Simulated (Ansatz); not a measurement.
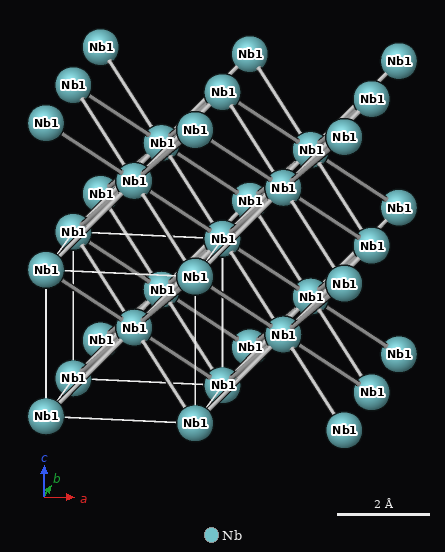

The starting point is a crystal of Nb (set up in Im-3m). Style: ball-and-stick. Shown: the conventional cell (2 times the calculation's cell), repeated 2 × 2 × 2 with one cell outlined, slightly off an axis. Lengths and directions refer to the drawn axes.

Method: DFT PBE, scalar-relativistic, plane waves, PAW (Ansatz). Set-up: plane-wave cutoff 420 eV; k-point mesh 18 × 18 × 18; occupations gaussian; smearing width 0.1 eV; no spin polarisation.

The variant: All lengths are scaled by −1.0 % (volume −3.0 %), the atoms keeping their fractional coordinates. No relaxation follows.

Predict the response.

It costs 8.8 meV per atom. The pressure goes from 0.0 to 5.4 GPa. All forces vanish by symmetry. Some distances before and after: Nb–Nb 2.868 → 2.839 Å. The space group stays Im-3m (No. 229).
